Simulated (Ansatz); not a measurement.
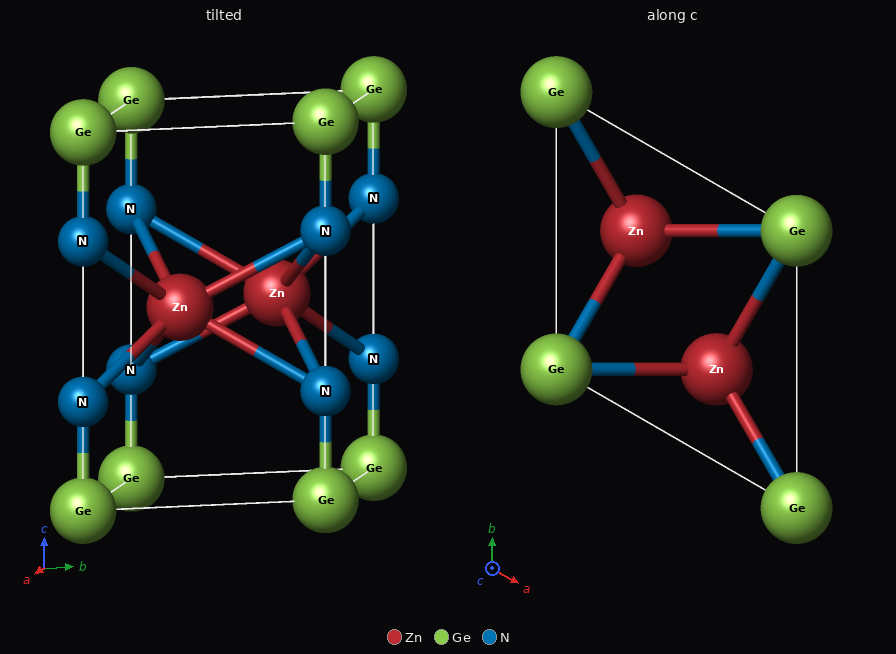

Shown here is a ball-and-stick view of the crystal, taken slightly off an axis and along the c axis. Thin lines show the conventional unit cell, with boundary atoms drawn in all their periodic places. Cell: a = 4.10 Å, b = 4.10 Å, c = 6.10 Å, α = 90.00°, β = 90.00°, γ = 120.00°.

Origin of the cell: a random cell made by a generator, so it need not be a real form of the compound. Earlier steps of the study, as a rule a relaxation of our own, may have changed the cell and positions, so they can lie some per cent off the listed ones. Ansatz was used for an electronic-structure calculation on it.

### Characterise what is shown.

Its composition is Zn2GeN2. The atoms follow space group P6/mmm (No. 191); the Bravais lattice is primitive hexagonal. Content of the cell: 2 Zn, 1 Ge, 2 N (Z = 1).

The calculation used DFT PBE, scalar-relativistic, plane waves, PAW (Ansatz 0.2.0), with a plane-wave cutoff of 420 eV, the zone sampled with 12×12×6 points, Gaussian smearing of 0.1 eV, no spin polarisation.

### Is it conducting or gapped at this level?

A metal: bands cross the Fermi level.

### State the Bader charges by element.

Zn +0.54 e; Ge +1.15 e; N -1.11 e.

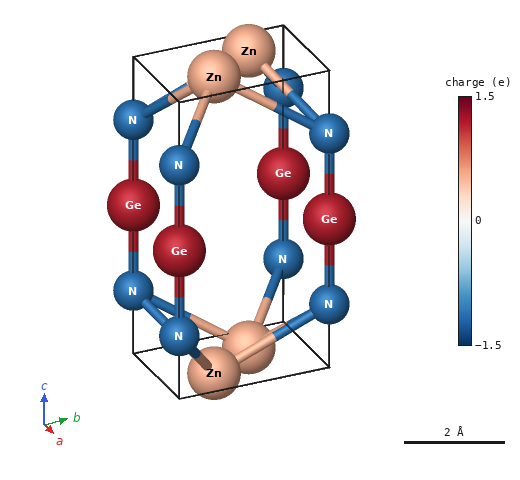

The atoms coloured by those charges. The run's cell of 5 atoms is drawn, so axes and origin can differ from the first picture.

### Is the structure in equilibrium?

Yes. All forces vanish to within 0.01 eV/Å. The pressure is 0.0 GPa, close to zero.
